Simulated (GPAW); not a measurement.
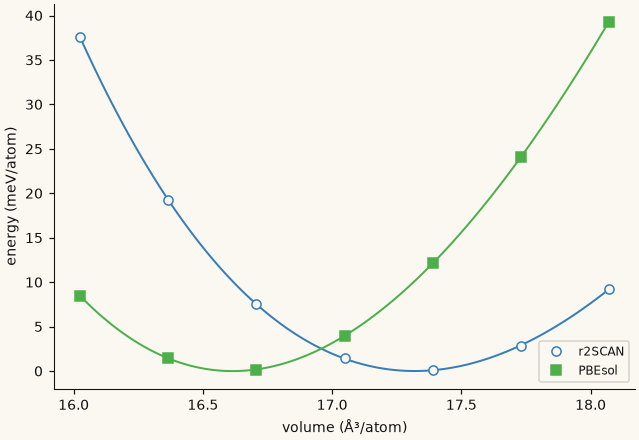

Figure. Energy against volume, with one curve for each functional, for Ag (space group Fm-3m).

Settings that differ: r2SCAN: potentials GPAW-PAW-data-sets-(gpaw-data-1.2.1); PBEsol: potentials PAW-data-sets-made-by gpaw-setup-for-the-functional.

The fitted equilibrium volumes, smallest first, are PBEsol 16.615, r2SCAN 17.319 Å³/atom. The fitted bulk moduli, smallest first, are r2SCAN 101.2, PBEsol 119.3 GPa.

Calculation (GPAW 26.7.0): PAW DFT in plane waves, on a grid or in atomic orbitals, no spin polarisation; energies at scaled volumes of the given cell, shape and fractions fixed, counted from the fit's minimum, third-order Birch-Murnaghan fit. All runs: no spin polarisation.

- k mesh: 11×11×11
- occupations: Fermi–Dirac
- smearing width: 0.05 eV
- wave cutoff: 600 eV
